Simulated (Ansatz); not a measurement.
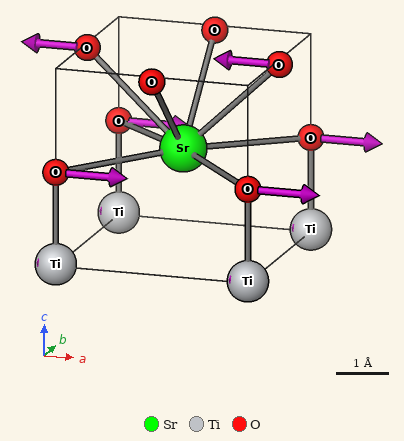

Lattice vibrations of crystalline SrTiO3 (a generated structure), space group P4mm (No. 99), at the zone centre. The optical levels lie at 70i (×2), 124, 148 (×2), 242, 244 (×2), 274, 510 (×2), 549 cm⁻¹. One mode is drawn. The purple arrows are the displacements of the atoms (eigenvector over the root of the mass), of arbitrary overall length and sign. Style: ball-and-stick. Shown: the cell of the calculation, slightly off an axis.

These are results of Ansatz 0.2.0, DFT PBE, scalar-relativistic, plane waves, PAW, not measurements. Set-up: plane-wave cutoff 420 eV; k-point mesh 8 × 8 × 8; occupations fixed; no spin polarisation.

Frequencies are those without the non-analytic (LO–TO) term.

> To which level does it belong?

The level at 244 cm⁻¹. This is the E mode (doubly degenerate; one member of the set is drawn), optical level 5 of 8, counted from below (1 lower level is imaginary, so the structure is unstable), infrared- and Raman-active by symmetry. The Sr atoms hardly move; all motion is along a. Its infrared intensity is 0.4 (D/Å)²/amu for the set.
